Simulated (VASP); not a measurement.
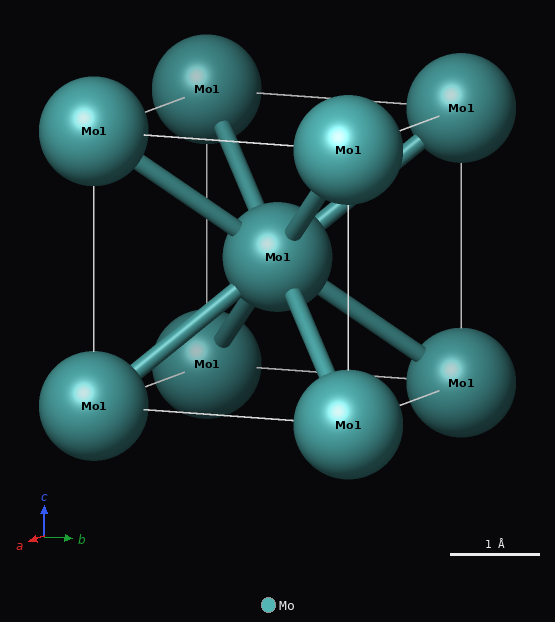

Fig. 1: The starting structure (ball-and-stick view of the cell 2 times as large as that of the calculation, set on its symmetry axes, seen slightly off an axis; atoms are numbered from 1 in the order of the input).

## Run report: Mo, geometry relaxation (part 1 of 2)

System: Mo (1 atom in the cell).
Method: Kohn-Sham DFT of a periodic cell, PBE, VASP PAW PBE potentials, recommended, no spin polarisation (VASP 6.6.1).

The structure derives from an entry of the Crystallography Open Database.

OSZICAR:
```
N       E                     dE             d eps       ncg     rms          rms(c)
DAV:   1     0.637499559992E+02    0.63750E+02   -0.67327E+03  4419   0.979E+02
DAV:   2    -0.107285768576E+02   -0.74479E+02   -0.71894E+02  4644   0.280E+02
DAV:   3    -0.115785529898E+02   -0.84998E+00   -0.84335E+00  4975   0.298E+01
DAV:   4    -0.115805029140E+02   -0.19499E-02   -0.19498E-02  4773   0.163E+00
DAV:   5    -0.115805108637E+02   -0.79498E-05   -0.79495E-05  4902   0.102E-01    0.146E+01
RMM:   6    -0.110087940583E+02    0.57172E+00   -0.95038E-01  4290   0.101E+01    0.438E+00
RMM:   7    -0.109306290920E+02    0.78165E-01   -0.34955E-01  4290   0.549E+00    0.117E+00
RMM:   8    -0.109281053279E+02    0.25238E-02   -0.19297E-02  4290   0.161E+00    0.279E-01
RMM:   9    -0.109276254021E+02    0.47993E-03   -0.24229E-03  4290   0.479E-01    0.420E-02
RMM:  10    -0.109276291523E+02   -0.37503E-05   -0.55277E-04  4290   0.222E-01    0.514E-02
RMM:  11    -0.109276255221E+02    0.36303E-05   -0.39579E-05  4290   0.818E-02    0.340E-03
RMM:  12    -0.109276249263E+02    0.59574E-06   -0.40663E-06  4282   0.274E-02    0.315E-03
RMM:  13    -0.109276252422E+02   -0.31582E-06   -0.40271E-07  3268   0.790E-03    0.236E-04
RMM:  14    -0.109276251921E+02    0.50028E-07   -0.83732E-08  2764   0.330E-03
   1 F= -.10927625E+02 E0= -.10926381E+02  d E =-.109276E+02
       N       E                     dE             d eps       ncg     rms          rms(c)
DAV:   1    -0.111282737945E+02   -0.20065E+00   -0.52101E+00  4608   0.324E+01    0.434E+00
RMM:   2    -0.109305836970E+02    0.19769E+00   -0.41979E-01  4290   0.698E+00    0.975E-01
RMM:   3    -0.109189824651E+02    0.11601E-01   -0.96457E-02  4290   0.324E+00    0.702E-01
RMM:   4    -0.109208776375E+02   -0.18952E-02   -0.60608E-03  4290   0.891E-01    0.172E-01
RMM:   5    -0.109206876258E+02    0.19001E-03   -0.18180E-03  4290   0.544E-01    0.418E-02
RMM:   6    -0.109207148969E+02   -0.27271E-04   -0.28237E-04  4290   0.197E-01    0.362E-02
RMM:   7    -0.109207184316E+02   -0.35347E-05   -0.41593E-05  4302   0.696E-02    0.856E-03
RMM:   8    -0.109207206848E+02   -0.22532E-05   -0.10301E-05  4185   0.295E-02    0.316E-03
RMM:   9    -0.109207207591E+02   -0.74291E-07   -0.20856E-06  3200   0.127E-02    0.485E-03
RMM:  10    -0.109207210785E+02   -0.31938E-06   -0.43850E-07  2983   0.803E-03    0.195E-03
RMM:  11    -0.109207211818E+02   -0.10331E-06   -0.65896E-08  2593   0.313E-03    0.889E-04
RMM:  12    -0.109207211958E+02   -0.14031E-07   -0.10411E-08  2292   0.137E-03
   2 F= -.10920721E+02 E0= -.10919269E+02  d E =0.690400E-02
       N       E                     dE             d eps       ncg     rms          rms(c)
DAV:   1    -0.110393598808E+02   -0.11864E+00   -0.27449E+00  4497   0.234E+01    0.373E+00
RMM:   2    -0.109351365213E+02    0.10422E+00   -0.20442E-01  4290   0.498E+00    0.677E-01
RMM:   3    -0.109276468997E+02    0.74896E-02   -0.53145E-02  4290   0.244E+00    0.696E-01
RMM:   4    -0.109288654174E+02   -0.12185E-02   -0.34590E-03  4290   0.678E-01    0.215E-01
RMM:   5    -0.109286705027E+02    0.19491E-03   -0.15102E-03  4305   0.485E-01    0.218E-02
RMM:   6    -0.109286842085E+02   -0.13706E-04   -0.18101E-04  4290   0.160E-01    0.316E-02
RMM:   7    -0.109286865776E+02   -0.23691E-05   -0.24844E-05  4296   0.538E-02    0.806E-03
RMM:   8    -0.109286863244E+02    0.25321E-06   -0.78786E-06  4315   0.349E-02    0.278E-03
RMM:   9    -0.109286864814E+02   -0.15697E-06   -0.15578E-06  3514   0.124E-02    0.271E-03
RMM:  10    -0.109286864487E+02    0.32708E-07   -0.26285E-07  2861   0.489E-03
   3 F= -.10928686E+02 E0= -.10927386E+02  d E =-.106126E-02
```

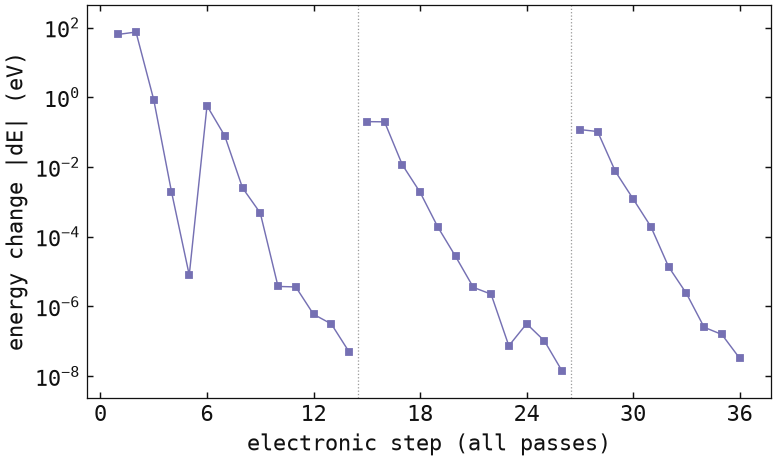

Fig. 2: Convergence of the self-consistent field: energy change |dE| against the electronic step. Each stretch between dotted lines is the SCF of one geometry step of a relaxation. The 3 ionic steps take 10 to 14 electronic steps each. The density is held fixed in the first few steps, and dE rises again when its update begins.

Parts of OUTCAR:
```
SYSTEM = Mo
   EDIFF = 1E-7
   EDIFFG = -0.002
   ENCUT = 350
   GGA = PE
   IBRION = 2
   ISIF = 3
   ISMEAR = 0
   LASPH = .TRUE.
   LREAL = .FALSE.
   NELM = 60
   NSW = 80
   PREC = Accurate

 ion  position               nearest neighbor table
   1  0.000  0.000  0.000-

  LATTYP: Found a body centered cubic cell.
 ALAT       =     3.1468300000

  Lattice vectors:

 A1 = (  -1.5734150000,   1.5734150000,   1.5734150000)
 A2 = (   1.5734150000,  -1.5734150000,   1.5734150000)
 A3 = (   1.5734150000,   1.5734150000,  -1.5734150000)

Analysis of symmetry for initial positions (statically):
=====================================================================
 Subroutine PRICEL returns:
 Original cell was already a primitive cell.

 Routine SETGRP: Setting up the symmetry group for a
 body centered cubic supercell.

 Subroutine GETGRP returns: Found 48 space group operations
 (whereof 48 operations were pure point group operations)
 out of a pool of 48 trial point group operations.

The static configuration has the point symmetry O_h .

Analysis of symmetry for dynamics (positions and initial velocities):
=====================================================================
 Subroutine PRICEL returns:
 Original cell was already a primitive cell.

 Routine SETGRP: Setting up the symmetry group for a
 body centered cubic supercell.

 Subroutine GETGRP returns: Found 48 space group operations
 (whereof 48 operations were pure point group operations)
 out of a pool of 48 trial point group operations.

The dynamic configuration has the point symmetry O_h .

 Subroutine INISYM returns: Found 48 space group operations
 (whereof 48 operations are pure point group operations),
 and found     1 'primitive' translations

----------------------------------------------------------------------------------------

                                     Primitive cell

  volume of cell :      15.5808

  direct lattice vectors                    reciprocal lattice vectors
    -1.573415000  1.573415000  1.573415000     0.000000000  0.317780115  0.317780115
     1.573415000 -1.573415000  1.573415000     0.317780115  0.000000000  0.317780115
     1.573415000  1.573415000 -1.573415000     0.317780115  0.317780115  0.000000000

  length of vectors
     2.725234721  2.725234721  2.725234721     0.449408949  0.449408949  0.449408949

  position of ions in fractional coordinates (direct lattice)
     0.000000000  0.000000000  0.000000000

  ion indices of the primitive-cell ions
   primitive index   ion index
                 1           1

----------------------------------------------------------------------------------------

 KPOINTS: k-points

Automatic generation of k-mesh.
 Grid dimensions read from file:
 generate k-points for:   18   18   18

 Generating k-lattice:

  Cartesian coordinates                     Fractional coordinates (reciprocal lattice)
     0.000000000  0.017654451  0.017654451     0.055555556  0.000000000  0.000000000
     0.017654451  0.000000000  0.017654451     0.000000000  0.055555556  0.000000000
     0.017654451  0.017654451  0.000000000     0.000000000  0.000000000  0.055555556

  Length of vectors
     0.024967164  0.024967164  0.024967164

  Shift w.r.t. Gamma in fractional coordinates (k-lattice)
     0.000000000  0.000000000  0.000000000

 Subroutine IBZKPT returns following result:
 ===========================================

 Found    195 irreducible k-points:

 Following reciprocal coordinates:
            Coordinates               Weight
  0.000000  0.000000  0.000000      1.000000
  0.055556  0.000000  0.000000     12.000000
  0.111111  0.000000  0.000000     12.000000
  0.166667  0.000000  0.000000     12.000000
  0.222222  0.000000  0.000000     12.000000
  0.277778  0.000000  0.000000     12.000000
  0.333333  0.000000  0.000000     12.000000
  0.388889  0.000000  0.000000     12.000000
  0.444444  0.000000  0.000000     12.000000
  0.500000  0.000000  0.000000      6.000000
  0.055556  0.055556  0.000000     24.000000
  0.111111  0.055556  0.000000     48.000000
  0.166667  0.055556  0.000000     48.000000
  0.222222  0.055556  0.000000     48.000000
  0.277778  0.055556 -0.000000     48.000000
  0.333333  0.055556 -0.000000     48.000000
  0.388889  0.055556  0.000000     48.000000
  0.444444  0.055556  0.000000     48.000000
  0.111111  0.111111  0.000000     24.000000
  0.166667  0.111111  0.000000     48.000000
  0.222222  0.111111 -0.000000     48.000000
  0.277778  0.111111 -0.000000     48.000000
  0.333333  0.111111 -0.000000     48.000000
  0.388889  0.111111  0.000000     48.000000
 [... further k-points ...]
   k-points           NKPTS =    195   k-points in BZ     NKDIM =    195   number of bands    NBANDS=     11
   number of dos      NEDOS =    301   number of ions     NIONS =      1
   total plane-waves  NPLWV =   5832
   dimension x,y,z NGX =    18 NGY =   18 NGZ =   18
   dimension x,y,z NGXF=    36 NGYF=   36 NGZF=   36
   ions per type =               1
   NGX,Y,Z   is equivalent  to a cutoff of  10.98, 10.98, 10.98 a.u.
   NGXF,Y,Z  is equivalent  to a cutoff of  21.96, 21.96, 21.96 a.u.
 SYSTEM =  Mo
   PREC   = accura    normal or accurate (medium, high low for compatibility)
   ISTART =      0    job   : 0-new  1-cont  2-samecut
   ICHARG =      2    charge: 1-file 2-atom 10-const
   ISPIN  =      1    spin polarized calculation?
   LNONCOLLINEAR =      F non collinear calculations
   LSORBIT =      F    spin-orbit coupling
   LASPH  =      T    aspherical Exc in radial PAW
   ENCUT  =  350.0 eV  25.72 Ry    5.07 a.u.   4.16  4.16  4.16*2*pi/ulx,y,z
   NELM   =     60;   NELMIN=  2; NELMDL= -5     # of ELM steps
   EDIFF  = 0.1E-06   stopping-criterion for ELM
   LREAL  =      F    real-space projection
   EDIFFG = -.2E-02   stopping-criterion for IOM
   NSW    =     80    number of steps for IOM
   IBRION =      2    ionic relax: 0-MD 1-quasi-New 2-CG
   NFREE  =      1    steps in history (QN), initial steepest desc. (CG)
   ISIF   =      3    stress and relaxation
   ISYM   =      2    0-nonsym 1-usesym 2-fastsym
   POTIM  = 0.5000    time-step for ionic-motion
   TEBEG  =    0.0;   TEEND  =   0.0 temperature during run
   PSTRESS=    0.0 pullay stress
   NELECT =      14.0000    total number of electrons
   NUPDOWN=      -1.0000    fix difference up-down
   EMIN   =  10.00;   EMAX   =-10.00  energy-range for DOS
   EFERMI =   0.00;   METHOD = LEGACY
   ISMEAR =     0;   SIGMA  =   0.10  broadening in eV -4-tet -1-fermi 0-gaus
   EFERMI_NEDOS =   21; number of points for ismear=-14 and -15
   IALGO  =     68    algorithm
   IMIX   =      4    mixing-type and parameters
     AMIX     =   0.40;   BMIX     =  1.00
     AMIX_MAG =   1.60;   BMIX_MAG =  1.00
  volume/ion in A,a.u.               =      15.58       105.14
  Fermi-wavevector in a.u.,A,eV,Ry     =   1.579747  2.985289 33.954710  2.495601
  Thomas-Fermi vector in A             =   2.680079
   LORBIT       =      0    0 simple, 1 ext, 2 COOP (PROOUT), +10 PAW based schemes
   GGA     = PE    functional components
   LHFCALC =     F    Hartree Fock is set to
   AEXX    =    0.0000 exact exchange contribution
   IVDW    =     0    specifies the selected vdW correction
   LEPSILON=     F    determine dielectric tensor
   LRPA    =     F    only Hartree local field effects (RPA)
 conjugate gradient relaxation of ions
 non-spin polarized calculation
 RMM-DIIS sequential band-by-band and
 Gauss-broadening in eV      SIGMA  =   0.10
  energy-cutoff  :      350.00
  volume of cell :       15.58
 maximum number of plane-waves:       241
 NGX is ok and might be reduce to    18
   NGX =  9   NGY =  9   NGZ =  9

--------------------------------------- Ionic step        1  -------------------------------------------

 number of electron      14.0000001 magnetization

 Free energy of the ion-electron system (eV)
  ---------------------------------------------------
  ext. energy  EPLUGINS =         0.00000000
  ---------------------------------------------------
  free energy    TOTEN  =       -10.92762519 eV
```
